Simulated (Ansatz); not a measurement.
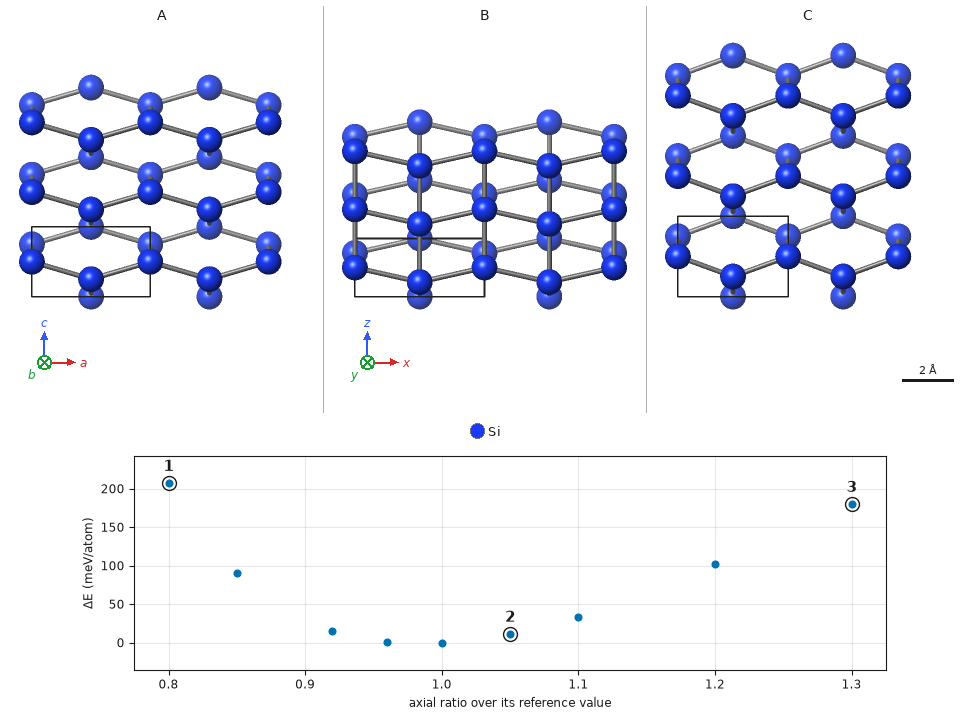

Crystalline Si (I4_1/amd): the ratio of the cell's length along z to its lengths across, counted as 1 for the reference, is changed at fixed volume (a c/a path), with the atoms kept at their fractional coordinates. x, y and z are the Cartesian axes of the input. The frames are shuffled; the numbered points of the plot belong to them. Style: ball-and-stick. Shown: the conventional cell (2 times the calculation's cell), repeated 2 × 1 × 3 with one cell outlined, along the b axis. Lengths and directions refer to the drawn axes.

Computed with DFT r2SCAN, scalar-relativistic, plane waves, PAW in Ansatz. Set-up: plane-wave cutoff 500 eV; k-point mesh 22 × 22 × 22; occupations gaussian; smearing width 0.15 eV; no spin polarisation. Energies (free energies at the smearing named) are counted from the cell as listed in its source, which wasn't relaxed.

**Match the frames to the points.**

Point 1 is frame B (the relative ratio 0.80, 207.0 meV/atom); 2 is frame A (the relative ratio 1.05, 11.1 meV/atom); 3 is frame C (the relative ratio 1.30, 179.7 meV/atom). The lowest computed point lies at the relative ratio 1.00 (0.0 meV/atom). The end points stand at 207.0 meV/atom (0.80) and 179.7 meV/atom (1.30). The unrelaxed reference is under a pressure of 2.5 GPa. The distortion keeps the space group I4_1/amd. At the relative ratio 1.30 the cell of the drawing goes a 4.743 → 4.346 Å, b 4.743 → 4.346 Å, c 2.659 → 3.167 Å.
